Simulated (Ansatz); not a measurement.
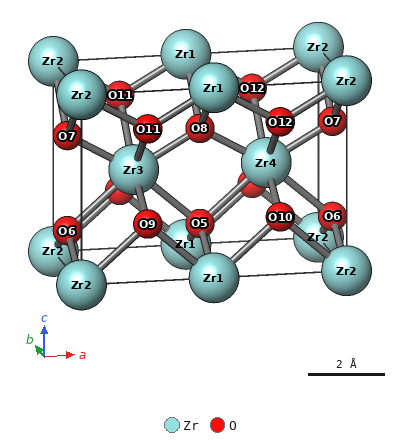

Fig. 1: The structure as given in the input (ball-and-stick view of the cell of the calculation, seen slightly off an axis; atoms are numbered from 1 in the order of the input).

**Two runs on ZrO₂**

System: ZrO₂ (12 atoms in the cell).
Method of run A: DFT PBE+D3(BJ), scalar-relativistic, plane waves, PAW, no spin polarisation (Ansatz 0.2.0).

The structure derives from an entry of the Crystallography Open Database. Text and figures count atoms from 1; the logs count them from 0 in places.

The input, run A:
```yaml
crystal:
  lattice:
    - [7.2021387123, 0.0, 0.0]
    - [0.0, 3.6010693562, 0.0]
    - [0.0, 0.0, 5.2219630755]
  atoms:
    - { symbol: Zr, position: [0.5, 0.0, 0.0] }
    - { symbol: Zr, position: [0.0, 0.0, 0.0] }
    - { symbol: Zr, position: [0.25, 0.5, 0.5] }
    - { symbol: Zr, position: [0.75, 0.5, 0.5] }
    - { symbol: O, position: [0.5, 0.5, 0.1978981304] }
    - { symbol: O, position: [0.0, 0.5, 0.1978981304] }
    - { symbol: O, position: [0.0, 0.5, 0.6978981304] }
    - { symbol: O, position: [0.5, 0.5, 0.6978981304] }
    - { symbol: O, position: [0.25, 0.0, 0.3021018696] }
    - { symbol: O, position: [0.75, 0.0, 0.3021018696] }
    - { symbol: O, position: [0.25, 0.0, 0.8021018696] }
    - { symbol: O, position: [0.75, 0.0, 0.8021018696] }
basis:
  ecutwfc: 420
kpoints:
  mp_grid: { grid: [4, 8, 6] }
hamiltonian:
  xc: pbe
  dispersion: d3bj
scf:
  occupations: { method: gaussian, width: 0.1 }
output:
  forces: true
  stress: true
  eigenvalues: true
```

Launched with:
```bash
ansatz run input.yaml --threads 2 --pin off --max-ram 5120MiB --backend cpu --events-out ev --progress --plain --runs-dir out
```

Hardware: 2 threads of Arm Neoverse V1, 24 GiB of memory available, shared host.

Output, shortened to warnings, some set-up lines, iterations and results (run A):
```
Basis set: ecut = 420 eV, 2613 PW (Γ), exchange–correlation on 100×50×72 points (8 copies of the dense FFT grid, shifted against one another)
Symmetry: 16 space group operations
k-points: 60 of 192
Initial density: superposition of atomic densities (neutral atoms: chi_scale 0, normalization atom), corrected by the library's trained network
[...]
SCF iter   1: F=—  HF=-21298.779160 eV  |F-HF|=—  |Δ(HF+E_count)|=         —  Δρ=3.21e-3  dr2=3.10e-3  ethr=1.77e-3  ⟨swp⟩=5.5  Hψ=13744  notcnv=0
SCF iter   2: F=—  HF=-21298.778709 eV  |F-HF|=—  |Δ(HF+E_count)|=   4.51e-4  Δρ=1.66e-3  dr2=8.64e-4  ethr=3.23e-6  ⟨swp⟩=2.0  Hψ=6913  notcnv=0
SCF iter   3: F=—  HF=-21298.779216 eV  |F-HF|=—  |Δ(HF+E_count)|=   5.08e-4  Δρ=2.35e-4  dr2=4.33e-5  ethr=9.00e-7  ⟨swp⟩=2.2  Hψ=5476  notcnv=0
SCF iter   4: F=—  HF=-21298.778929 eV  |F-HF|=—  |Δ(HF+E_count)|=   2.87e-4  Δρ=8.21e-5  dr2=5.74e-6  ethr=4.51e-8  ⟨swp⟩=2.0  Hψ=5280  notcnv=0
SCF iter   5: F=—  HF=-21298.778932 eV  |F-HF|=—  |Δ(HF+E_count)|=   2.60e-6  Δρ=1.96e-5  dr2=3.09e-7  ethr=5.98e-9  ⟨swp⟩=2.0  Hψ=5092  notcnv=0
SCF iter   6: F=-21298.778932 eV  HF=-21298.778932 eV  |F-HF|=3.29e-8  |Δ(HF+E_count)|=   3.53e-7  Δρ=6.72e-6  dr2=3.58e-8  ethr=1.04e-10  ⟨swp⟩=5.2  Hψ=13257  notcnv=0
SCF 1 converged in 6 iterations: F = -21298.778932 eV  dr2 = 3.58e-8
SCF converged after 6 iterations
Free energy (F): -21298.778932 eV
Harris-Foulkes:  -21298.778932 eV  (|F-HF|=3.29e-8)
Internal energy: -21298.778932 eV  (E = F + TS)
E sigma→0 (E₀):  -21298.778932 eV
Fermi energy:    13.129255 eV
--- Per-component energies (eV) ---
  E_band       = -290.671349
  E_kinetic    = 2750.907452
  E_local      = -4701.614469  (includes V_loc(G=0)·N_el)
  E_nonlocal   = 686.034018
  E_hartree    = 1552.660384
  E_xc         = -1247.604202
  E_vxc        = -1530.958345  (∫ρ·V_xc dr)
  E_paw        = -13075.851477  (= ΣΔE_a)
  E_vpaw       = -600.384143  (= ΣTr[D̂ρ^β])
  E_aug_tail   = 0.020211  (compensation charges beyond the density's cutoff)
  E_ewald      = -7260.209902
  E_disp       = -3.120947  (pairwise vdW)
  E_smearing   = -0.000000  (= −TS)
  E_closure    = -0.000000  (closes the sum)
  Σ components = -21298.778932   (vs F -21298.778932, Δ=0.00e0)
--- Forces (eV/Å), atoms counted from 1 ---
  atom   1  Zr     0.00000000     0.00000000    -0.00000558
  atom   2  Zr     0.00000000     0.00000000    -0.00000558
  atom   3  Zr     0.00000000    -0.00000000     0.00000558
  atom   4  Zr     0.00000000    -0.00000000     0.00000558
  atom   5  O      0.00000000     0.00000000    -0.00016327
  atom   6  O      0.00000000     0.00000000    -0.00016327
  atom   7  O      0.00000000     0.00000000    -0.00016389
  atom   8  O      0.00000000     0.00000000    -0.00016389
  atom   9  O      0.00000000     0.00000000     0.00016327
  atom  10  O      0.00000000     0.00000000     0.00016327
  atom  11  O      0.00000000     0.00000000     0.00016389
  atom  12  O      0.00000000     0.00000000     0.00016389
  max |Σ_I F_I| component: 8.67e-18 eV/Å
--- Stress (GPa, compression-positive) ---
        0.001262       0.000000       0.000000
        0.000000       0.001295       0.000000
        0.000000       0.000000       0.008678
  P = ⅓ Tr σ = 0.0037 GPa (0.037 kbar)
```

For run B the input was changed thus:
```diff
-  mp_grid: { grid: [4, 8, 6] }
+  mp_grid: { grid: [4, 10, 6] }
```

How does run B compare with run A?

The energy doesn't change within 0.01 meV per atom. The number of SCF iterations is the same. The irreducible k-points go from 60 to 72.

Output, shortened to warnings, some set-up lines, iterations and results (run B):
```
Basis set: ecut = 420 eV, 2613 PW (Γ), exchange–correlation on 100×50×72 points (8 copies of the dense FFT grid, shifted against one another)
Symmetry: 16 space group operations
k-points: 72 of 240
Initial density: superposition of atomic densities (neutral atoms: chi_scale 0, normalization atom), corrected by the library's trained network
[...]
SCF iter   1: F=—  HF=-21298.779098 eV  |F-HF|=—  |Δ(HF+E_count)|=         —  Δρ=3.21e-3  dr2=3.10e-3  ethr=1.77e-3  ⟨swp⟩=5.4  Hψ=16504  notcnv=0
SCF iter   2: F=—  HF=-21298.778670 eV  |F-HF|=—  |Δ(HF+E_count)|=   4.28e-4  Δρ=1.66e-3  dr2=8.65e-4  ethr=3.23e-6  ⟨swp⟩=2.0  Hψ=8302  notcnv=0
SCF iter   3: F=—  HF=-21298.779178 eV  |F-HF|=—  |Δ(HF+E_count)|=   5.08e-4  Δρ=2.34e-4  dr2=4.30e-5  ethr=9.01e-7  ⟨swp⟩=2.2  Hψ=6607  notcnv=0
SCF iter   4: F=—  HF=-21298.778888 eV  |F-HF|=—  |Δ(HF+E_count)|=   2.90e-4  Δρ=8.21e-5  dr2=5.74e-6  ethr=4.47e-8  ⟨swp⟩=2.0  Hψ=6336  notcnv=0
SCF iter   5: F=—  HF=-21298.778890 eV  |F-HF|=—  |Δ(HF+E_count)|=   2.60e-6  Δρ=1.97e-5  dr2=3.09e-7  ethr=5.98e-9  ⟨swp⟩=2.0  Hψ=6094  notcnv=0
SCF iter   6: F=-21298.778891 eV  HF=-21298.778891 eV  |F-HF|=3.27e-8  |Δ(HF+E_count)|=   3.56e-7  Δρ=6.88e-6  dr2=3.72e-8  ethr=1.04e-10  ⟨swp⟩=5.2  Hψ=15999  notcnv=0
SCF 1 converged in 6 iterations: F = -21298.778891 eV  dr2 = 3.72e-8
SCF converged after 6 iterations
Free energy (F): -21298.778891 eV
Harris-Foulkes:  -21298.778891 eV  (|F-HF|=3.27e-8)
Internal energy: -21298.778891 eV  (E = F + TS)
E sigma→0 (E₀):  -21298.778891 eV
Fermi energy:    13.132621 eV
--- Per-component energies (eV) ---
  E_band       = -290.671334
  E_kinetic    = 2750.908422
  E_local      = -4701.614529  (includes V_loc(G=0)·N_el)
  E_nonlocal   = 686.033135
  E_hartree    = 1552.660388
  E_xc         = -1247.604461
  E_vxc        = -1530.958677  (∫ρ·V_xc dr)
  E_paw        = -13075.851207  (= ΣΔE_a)
  E_vpaw       = -600.383891  (= ΣTr[D̂ρ^β])
  E_aug_tail   = 0.020211  (compensation charges beyond the density's cutoff)
  E_ewald      = -7260.209902
  E_disp       = -3.120947  (pairwise vdW)
  E_smearing   = -0.000000  (= −TS)
  E_closure    = -0.000000  (closes the sum)
  Σ components = -21298.778891   (vs F -21298.778891, Δ=0.00e0)
--- Forces (eV/Å), atoms counted from 1 ---
  atom   1  Zr     0.00000000     0.00000000    -0.00001218
  atom   2  Zr     0.00000000     0.00000000    -0.00001218
  atom   3  Zr     0.00000000     0.00000000     0.00001218
  atom   4  Zr     0.00000000     0.00000000     0.00001218
  atom   5  O      0.00000000    -0.00000000    -0.00017235
  atom   6  O      0.00000000    -0.00000000    -0.00017235
  atom   7  O      0.00000000     0.00000000    -0.00017593
  atom   8  O      0.00000000     0.00000000    -0.00017593
  atom   9  O      0.00000000     0.00000000     0.00017235
  atom  10  O      0.00000000     0.00000000     0.00017235
  atom  11  O      0.00000000     0.00000000     0.00017593
  atom  12  O      0.00000000     0.00000000     0.00017593
  max |Σ_I F_I| component: 6.07e-18 eV/Å
--- Stress (GPa, compression-positive) ---
        0.001127       0.000000       0.000000
        0.000000       0.000816       0.000000
        0.000000       0.000000       0.009181
  P = ⅓ Tr σ = 0.0037 GPa (0.037 kbar)
```

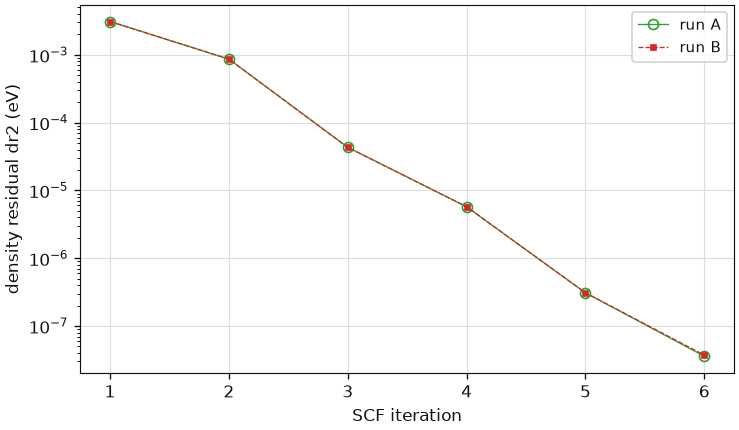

Fig. 2: Convergence of the two runs: density residual dr2 against the SCF iteration. Run A takes 6 iterations in all, and run B takes 6.

The two runs side by side:

| quantity | run A | run B |
| --- | --- | --- |
| outcome | converged | converged |
| free energy per atom (eV) | −1774.8982 | −1774.8982 |
| gap on the mesh (eV) | 4.06 | 4.05 |
| pressure (GPa) | 0.00 | 0.00 |
| largest force (eV/Å) | 0.000 | 0.000 |
| SCF iterations | 6 | 6 |
| irreducible k-points | 60 | 72 |
| plane waves at Γ | 2613 | 2613 |
| wall time (shared host) | 15 s | 17 s |
